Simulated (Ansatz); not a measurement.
**Single-point calculation, with input and output: Sn$_{8}$O (part 2 of 2)**

Continued. System: Sn$_{8}$O (slab, 9 atoms in the cell). Method: DFT, PBEsol, plane waves, PAW, no spin polarisation (Ansatz 0.2.0); cutoff 420 eV, 6×5×1 k-mesh, Methfessel–Paxton smearing of 0.01 eV. The structure derives from an entry of the Crystallography Open Database.

Geometry of the input (Å; fractional positions):
```
4.6256  0.0000  0.0000
0.0000  6.5416  0.0000
0.0000  0.0000  25.9384
Sn 0.5000  0.0000  0.3277
Sn 0.0000  0.2500  0.3277
Sn 0.0000  0.5000  0.4169
Sn 0.5000  0.7500  0.4169
Sn 0.5000  -0.0008  0.5078
Sn 0.0000  0.2508  0.5078
Sn 0.0000  0.5006  0.5966
Sn 0.5000  0.7494  0.5966
O  0.0000  0.6673  0.6574
```

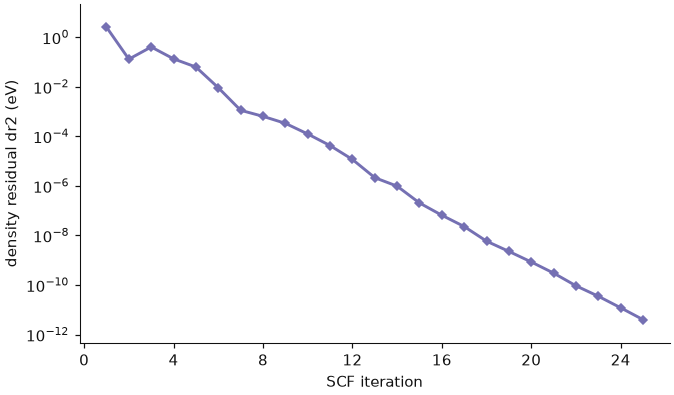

Fig. 1: Convergence of the self-consistent field: density residual dr2 against the SCF iteration. The residual comes down, with one marked jump up, by a factor of about 3, at step 3.

```
SCF converged after 25 iterations
Stability not checked: this state was not tested for a lower state beside it, because cold or Methfessel-Paxton smearing, or corrected tetrahedra, fill the levels in a way that the test cannot read (fill_not_monotonic; see scf.lower_state_search)
Free energy (F): -48153.165018 eV
Harris-Foulkes:  -48153.165018 eV  (|F-HF|=0.00e0)
Internal energy: -48153.164956 eV  (E = F + TS)
E sigma→0 (E₀):  -48153.165002 eV
Entropy (-TS):   -0.000062 eV (-0.007 meV/atom)
Fermi energy:    -0.708903 eV
Dipole field:    D = -0.060600 V/Å  (p = -0.262844 e·Å, saw-weighted, corrected)
Work function:   Φ+ = 6.0056 eV   Φ− = 4.4337 eV
Levels:          The Fermi level and band energies are counted from a zero that moves with the ramp; work functions are not
--- Per-component energies (eV) ---
  E_band       = -1962.203536
  E_kinetic    = 1666.114151
  E_local      = -81124.634277  (includes V_loc(G=0)·N_el)
  E_nonlocal   = -194.813680
  E_hartree    = 40714.754934
  E_xc         = -3100.512091
  E_vxc        = -860.326376  (∫ρ·V_xc dr)
  E_paw        = -32673.312141  (= ΣΔE_a)
  E_vpaw       = -2874.288390  (= ΣTr[D̂ρ^β])
  E_aug_tail   = 0.002301  (compensation charges beyond the density's cutoff)
  E_efield     = 0.007964  (sawtooth field / dipole correction)
  E_vefield    = -3.766923  (∫n·V_field dr)
  E_ewald      = 26556.913877
  E_core_change = 2.314006  (= ΣΔE_core)
  E_smearing   = -0.000062  (= −TS)
  E_closure    = -0.000000  (closes the sum)
  Σ components = -48153.165018   (vs F -48153.165018, Δ=0.00e0)
--- Forces (eV/Å), atoms counted from 1 ---
  atom   1  Sn     0.00000000     0.05372153    -0.01620515
  atom   2  Sn     0.00000000    -0.06890379    -0.04235607
  atom   3  Sn     0.00000000    -0.04080534     0.05880843
  atom   4  Sn     0.00000000     0.11644443     0.02620750
  atom   5  Sn     0.00000000    -0.09016923     0.03237271
  atom   6  Sn     0.00000000    -0.09056590    -0.27556993
  atom   7  Sn     0.00000000    -0.63671562    -0.34222710
  atom   8  Sn     0.00000000     0.21170512     0.59493968
  atom   9  O      0.00000000     0.54528882    -0.03597094
  max |Σ_I F_I| component: 8.74e-7 eV/Å
--- Band table (eV; the first three rows and the last of 12) ---
  k-point 0: bands = ["-22.5625", "-22.3440", "-22.2702", "-22.2494", "-22.2295", "-22.2048", "-22.1723", "-22.1663", "-22.1461", "-22.1229", "-22.1103", "-22.0846", "-22.0809", "-22.0686", "-22.0014", "-21.9870", "-21.9805", "-21.9801", "-21.9638", "-21.9376", "-21.9353", "-21.9081", "-21.8998", "-21.8748", "-21.8744", "-21.8352", "-21.8225", "-21.8214", "-21.8031", "-21.7898", "-21.7675", "-21.7632", "-21.7462", "-21.7087", "-21.6947", "-21.6557", "-21.6057", "-21.6033", "-21.5802", "-21.5005", "-17.5771", "-10.6636", "-9.8009", "-8.6809", "-8.0962", "-7.5941", "-6.5427", "-4.9872", "-3.8785", "-3.8093", "-3.3883", "-3.1262", "-2.6007", "-2.5074", "-2.0880", "-1.6855", "-1.2755", "-1.0668", "-0.7660", "-0.0222", "0.0183", "0.4952", "0.6893", "1.0749", "1.2873", "1.6936", "1.9894", "2.2671", "2.7683", "2.9719", "3.1831"]
  k-point 1: bands = ["-22.5622", "-22.3435", "-22.2684", "-22.2515", "-22.2309", "-22.2033", "-22.1689", "-22.1661", "-22.1449", "-22.1217", "-22.1154", "-22.0926", "-22.0795", "-22.0661", "-21.9962", "-21.9955", "-21.9829", "-21.9826", "-21.9601", "-21.9427", "-21.9288", "-21.9120", "-21.8956", "-21.8683", "-21.8669", "-21.8334", "-21.8266", "-21.8211", "-21.8052", "-21.7991", "-21.7640", "-21.7625", "-21.7506", "-21.7037", "-21.6882", "-21.6568", "-21.6088", "-21.6022", "-21.5826", "-21.5016", "-17.5771", "-10.5447", "-9.7196", "-8.8194", "-8.7815", "-6.8070", "-6.4962", "-5.2692", "-4.0088", "-3.7953", "-3.3261", "-2.9648", "-2.5426", "-2.4000", "-2.1394", "-1.6606", "-1.1200", "-0.9770", "-0.7794", "-0.1649", "-0.1625", "0.3731", "0.7259", "0.8589", "1.0867", "1.6892", "2.2881", "2.4340", "2.7658", "2.9463", "3.4231"]
  k-point 2: bands = ["-22.5617", "-22.3426", "-22.2652", "-22.2556", "-22.2321", "-22.1995", "-22.1643", "-22.1617", "-22.1519", "-22.1263", "-22.1129", "-22.1026", "-22.0791", "-22.0590", "-22.0056", "-21.9928", "-21.9913", "-21.9816", "-21.9648", "-21.9409", "-21.9271", "-21.9070", "-21.8853", "-21.8602", "-21.8600", "-21.8373", "-21.8300", "-21.8241", "-21.8090", "-21.7974", "-21.7651", "-21.7620", "-21.7618", "-21.6933", "-21.6753", "-21.6610", "-21.6154", "-21.5989", "-21.5878", "-21.5034", "-17.5770", "-10.1968", "-9.6715", "-9.3753", "-9.0822", "-6.3546", "-6.0045", "-5.5204", "-4.6273", "-3.7728", "-3.3334", "-2.7843", "-2.2380", "-2.0935", "-1.6892", "-1.6590", "-1.3919", "-1.0751", "-0.8131", "-0.4298", "-0.3446", "0.1459", "0.6154", "0.9773", "1.0827", "1.5942", "2.3031", "2.7638", "3.0261", "3.2207", "3.5046"]
  k-point 11: bands = ["-22.5742", "-22.3388", "-22.2817", "-22.2566", "-22.2517", "-22.1829", "-22.1777", "-22.1518", "-22.1325", "-22.1016", "-22.0845", "-22.0767", "-22.0696", "-22.0467", "-22.0295", "-22.0042", "-21.9873", "-21.9668", "-21.9396", "-21.9254", "-21.9225", "-21.9032", "-21.8898", "-21.8840", "-21.8807", "-21.8674", "-21.8550", "-21.8358", "-21.8278", "-21.7866", "-21.7459", "-21.7430", "-21.7247", "-21.7214", "-21.7095", "-21.6858", "-21.6160", "-21.6124", "-21.5272", "-21.5178", "-17.5362", "-9.1199", "-9.0991", "-8.2895", "-8.2264", "-7.3022", "-7.1667", "-6.7617", "-6.7296", "-3.7929", "-3.6656", "-3.5791", "-3.1484", "-2.9047", "-2.4784", "-2.4186", "-1.7741", "-1.2422", "-1.2217", "-0.5754", "-0.1248", "0.4157", "1.4920", "1.7073", "2.0934", "2.1077", "2.8636", "3.0074", "3.6582", "3.7997", "3.8241"]
```

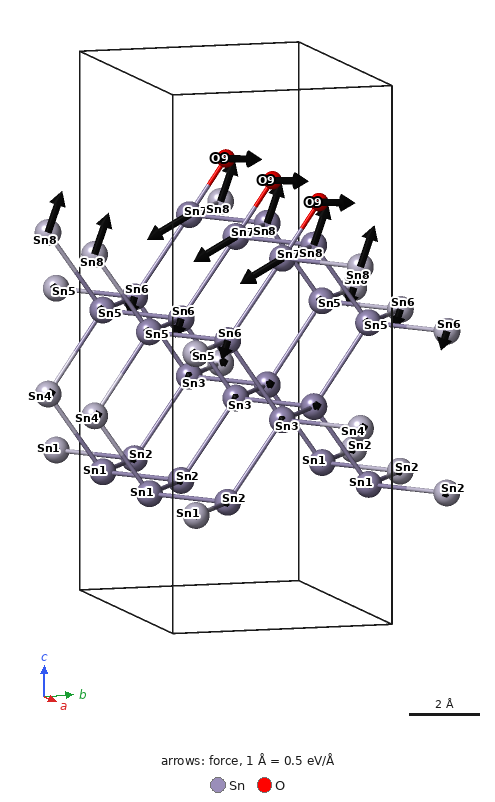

Fig. 2: Forces on the atoms as black arrows (ball-and-stick view of the 2 × 1 repeat of the cell, with the vacuum cut short, seen slightly off an axis; neighbours outside the cell are drawn fainter; atoms are numbered from 1 in the order of the input). The largest act on Sn7 (0.72 eV/Å); Sn8 (0.63 eV/Å); O9 (0.55 eV/Å); Sn6 (0.29 eV/Å). The geometry is not a stationary point of this energy.

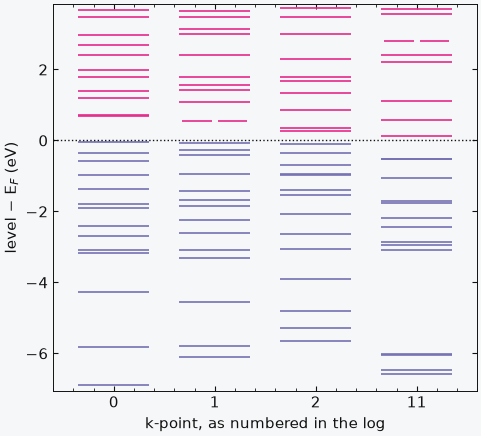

Fig. 3: Kohn–Sham levels near the Fermi level (dotted) at the few k-points that the log prints; levels within 0.02 eV of each other stand side by side. The system is metallic on the full mesh.

### Summary

- outcome: converged
- electrons treated: 118
- free energy: −48153.1650 eV
- Fermi energy: −0.709 eV
- gap on the k-point mesh: none (metallic)
- largest force (length of the vector): 0.723 eV/Å
- wall time: 83 s (CPU time 2.6 min)
- peak memory: 1.3 GiB

Settings chosen away from the usual ones: scf.convergence.dr2_threshold set to 1e-11; scf.occupations.method set to methfessel_paxton (from gaussian); scf.occupations.width set to 0.01 (from 0.1).
